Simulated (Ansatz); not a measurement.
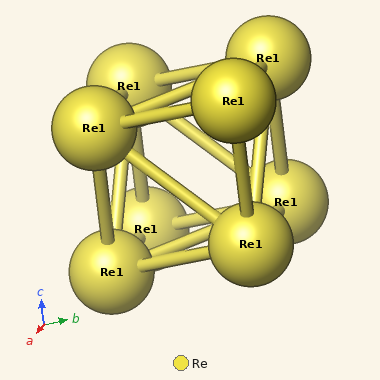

The system is Re (Fm-3m, No. 225; 1 atom in the cell); the picture shows the reference structure. 
- The energy is mapped over volume and the cell's shape.
- First axis: volume per atom. Second axis: c/a of the conventional cell.
- Nothing is relaxed (symmetry fixes all fractional coordinates).
- The grid has 11 × 13 points.
- Points are written as (first, second).
- Energies are in meV/atom, from the lowest grid point.
- The cutoff or the k-mesh is coarse on purpose, so the values aren't converged.
- The calculation used Ansatz 0.2.0, DFT PBE, scalar-relativistic, plane waves, PAW. Settings: cutoff 420 eV, k-mesh 10×10×10, gaussian smearing 0.15 eV, no spin polarisation.

Its coordinates:

```
CELL_PARAMETERS angstrom
0.00000 1.95772 1.95772
1.95772 0.00000 1.95772
1.95772 1.95772 0.00000
ATOMIC_POSITIONS crystal
Re 0.00000 0.00000 0.00000
```

Range: volume per atom from 13.806 to 16.207 Å³; c/a of the conventional cell from 0.629 to 1.167.

> What landscape does the calculation give?

The lowest grid point is at (15.007 Å³, 1.000) [fcc]. Other grid points that lie below all their neighbours: (15.007 Å³, 0.697) (250 meV/atom higher). The highest grid point, (13.806 Å³, 0.629), lies 410 meV/atom above the lowest.

```
c/a of the conventional cell ↓, volume per atom →  13.806  14.046  14.286  14.526  14.767  15.007  15.247  15.487  15.727  15.967  16.207
                                            1.167     372     318     277     247     227     217     216     223     237     258     285
                                            1.109     240     190     152     125     109     102     104     114     131     155     185
                                            1.053     152     103      68      43      29      25      29      41      60      86     119
                                            1.000     125      77      42      18       4       0       5      17      37      64      96
                                            0.950     151     103      67      43      29      24      29      41      60      87     119
                                            0.902     214     165     128     103      88      83      86      97     115     140     172
                                            0.857     296     246     208     181     164     156     158     167     184     207     237
                                            0.814     371     318     278     249     231     222     223     231     246     269     297
                                            0.773     398     346     307     278     260     252     252     261     277     299     328
                                            0.734     392     341     302     275     258     250     251     261     277     300     330
                                            0.697     390     340     301     274     257     250     251     261     277     301     330
                                            0.662     394     343     304     276     259     251     252     261     277     300     329
                                            0.629     410     357     316     287     268     259     259     266     281     303     331
```

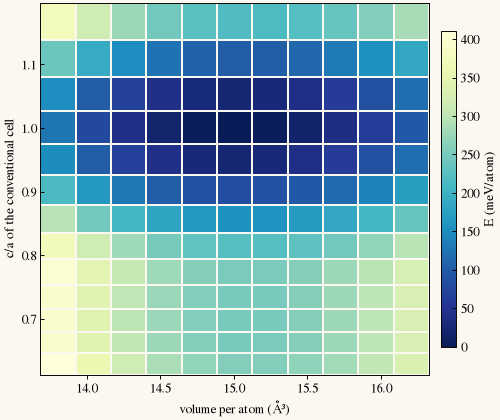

In the figure: one coloured cell a grid point.

Time for the 143 points that were run: 100 s on 1 thread of AMD EPYC 9R45 96-Core Processor (Zen 5), with other jobs on the host.
